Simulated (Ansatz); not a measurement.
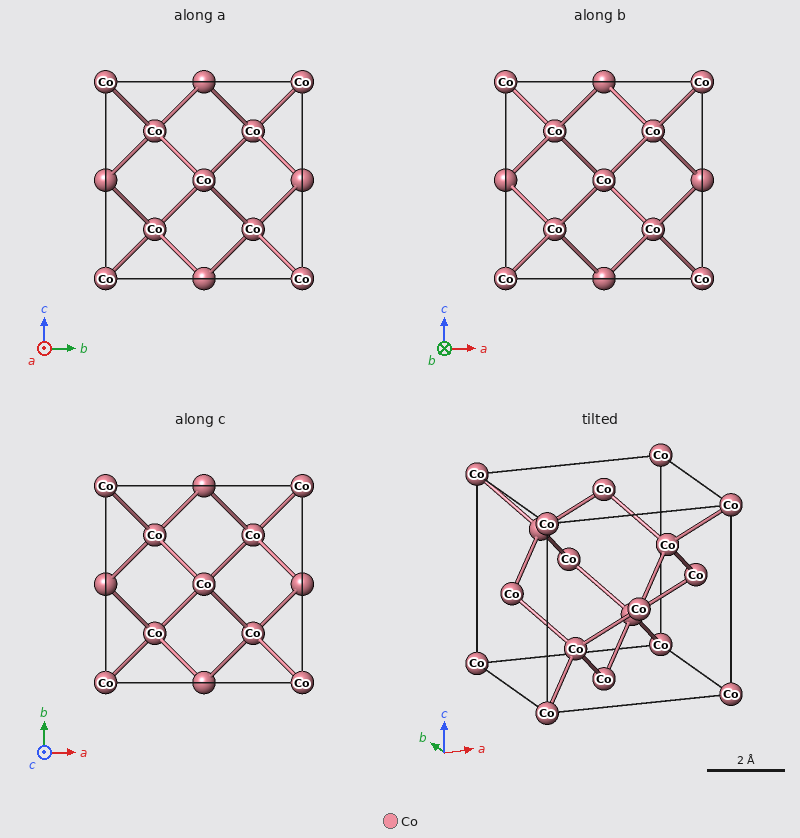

Shown here is a ball-and-stick view of the crystal, taken along the a axis, along the b axis, along the c axis and slightly off an axis. The parallelepiped is the conventional unit cell.

Lattice parameters: a = 5.156 Å, b = 5.156 Å, c = 5.156 Å, α = 90.00°, β = 90.00°, γ = 90.00°. Put a along x and b in the xy plane.

Q: Give the structure in the form of a POSCAR file.

A:
```
Co
1.0
     5.156    0.000    0.000
     0.000    5.156    0.000
     0.000    0.000    5.156
Co
8
Direct
  0.7500 0.7500 0.2500
  0.0000 0.5000 0.5000
  0.7500 0.2500 0.7500
  0.0000 0.0000 0.0000
  0.2500 0.7500 0.7500
  0.5000 0.5000 0.0000
  0.2500 0.2500 0.2500
  0.5000 0.0000 0.5000
```

The structure was taken from a structure type filled with this element by a generator (whether the element takes this form wasn't checked). Earlier steps of the study may have refined or changed the cell and positions. It was run through Ansatz as a DFT input.
